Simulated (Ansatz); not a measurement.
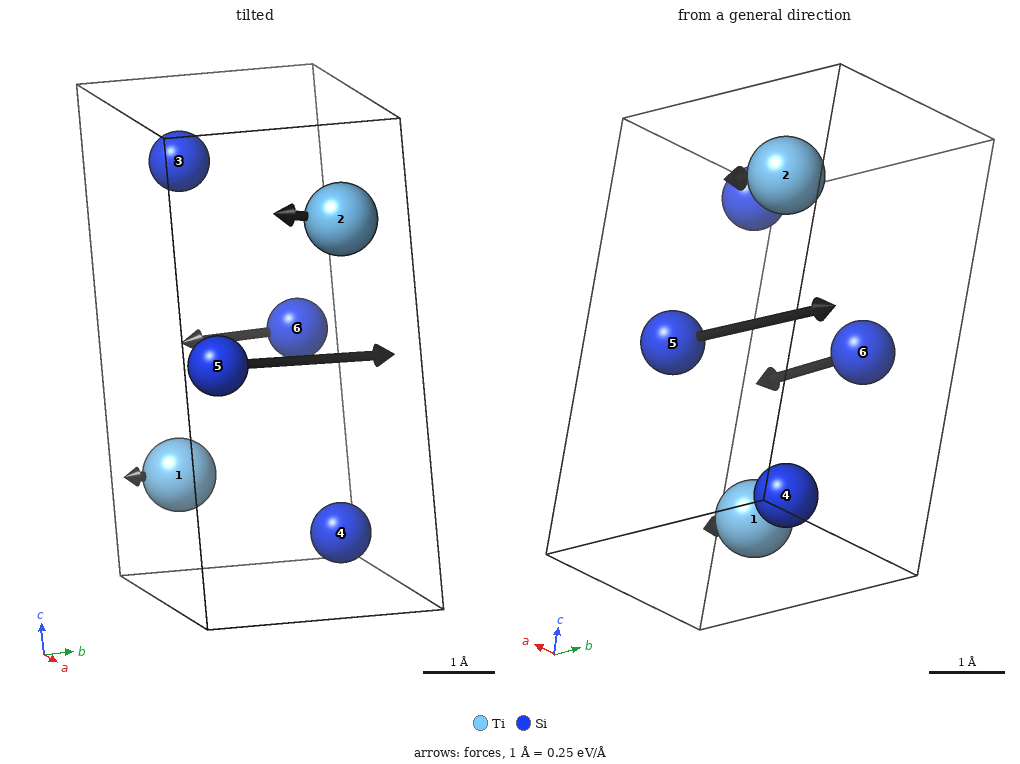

We look at a spheres-only model of the crystal slightly off an axis and from a general direction. The lines enclose the cell (the run's own, in a reduced setting); boundary atoms appear with their images. The arrows are the computed forces on the atoms.

System: TiSi2. Results below were computed with Ansatz, DFT PBE, scalar-relativistic, plane waves, PAW; the settings were a basis cut at 420 eV, k-points about 0.13 Å⁻¹ apart, Gaussian smearing of 0.15 eV, no spin polarisation.

**Is this geometry relaxed?**

No. The atoms still feel forces of up to about 0.57 eV/Å, far above a usual threshold of 0.01 to 0.03 eV/Å.

**Find the atom with the largest force.**

Si5, about 0.57 eV/Å.

Origin of the cell: a structure listed in the Materials Project. The cell was then strained or its atoms displaced on purpose. It went into a calculation with Ansatz.
